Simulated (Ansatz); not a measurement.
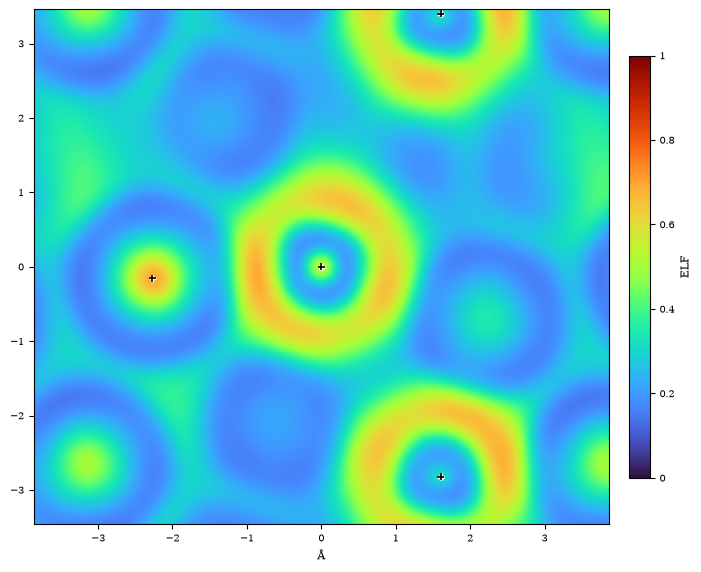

The electron localisation function on a plane through atoms (crosses mark nuclei in the plane).

Theory: Ansatz 0.2.0, DFT PBE, scalar-relativistic, plane waves, PAW.

Candidates:
A. CdTe, a = 6.62 Å, b = 6.62 Å, c = 6.62 Å, α = 90.00°, β = 90.00°, γ = 90.00°. Space group F-43m.
B. Ag, a = 4.15 Å, b = 4.15 Å, c = 4.15 Å, α = 90.00°, β = 90.00°, γ = 90.00°. Space group Fm-3m; computed without spin polarisation.
C. SiNi2, a = 4.99 Å, b = 3.72 Å, c = 7.03 Å, α = 90.00°, β = 90.00°, γ = 90.00°. Space group Pnma; not relaxed (largest force 0.4 eV/Å); computed pressure about 3 GPa in this cell; computed without spin polarisation.

Question: Which candidate gave the map?

Answer: Candidate C: SiNi2 on the (110) plane of the conventional cell, which holds Si and Ni. Si–Ni (2.28 Å): the ELF peaks at about 0.70 in the valence shell of Si, 0.9 Å from its nucleus, and is about 0.50 at the midpoint.
